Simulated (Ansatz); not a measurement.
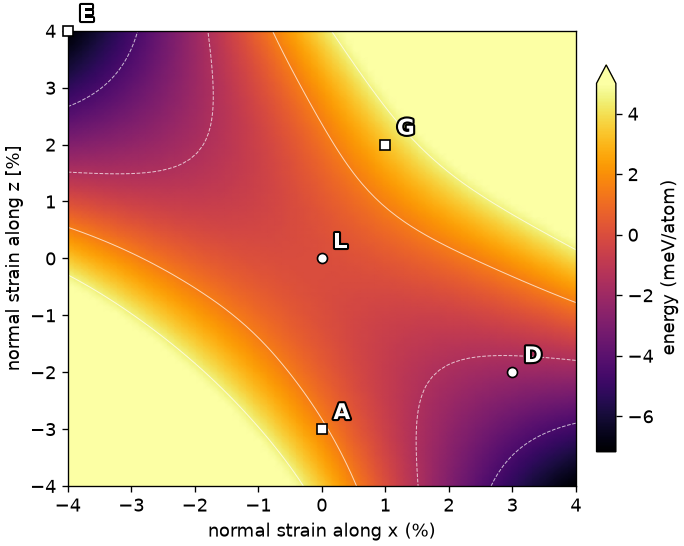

Zn (Im-3m, No. 229; 1 atom in the cell). The energy is mapped over two homogeneous strains (x, y and z along the cube axes). The first coordinate is: normal strain along x; the second: normal strain along z. Nothing is relaxed (symmetry fixes all fractional coordinates). The grid has 9 × 9 points; 45 points were computed and 36 follow by symmetry. Energies: meV/atom, counted from the relaxed crystal. These are results of DFT PBEsol, scalar-relativistic, plane waves, PAW in Ansatz, not measurements. Settings: cutoff 520 eV, k-mesh 20×20×20, gaussian smearing 0.15 eV, no spin polarisation.

Drawn: a smooth colour map with a few white contour lines, one colour for all values above the top of the scale, lettered points. Between grid points the surface is interpolated.

**What kind of point is each of A, D, G, L: minimum, saddle, maximum or slope?**

A: on a slope; D: on a slope; G: on a slope; L: saddle point. (In these two coordinates alone; a stationary point may lie a little off the grid point.)

**Which space group has the cell at each letter?**

A: I4/mmm; D: Immm; E: Immm; G: Immm; L: Im-3m.

**Rank the lettered points by energy, lowest first.**

E (−7.2 meV/atom), D (−2.0 meV/atom), L (0.0 meV/atom), A (1.7 meV/atom), G (3.3 meV/atom).
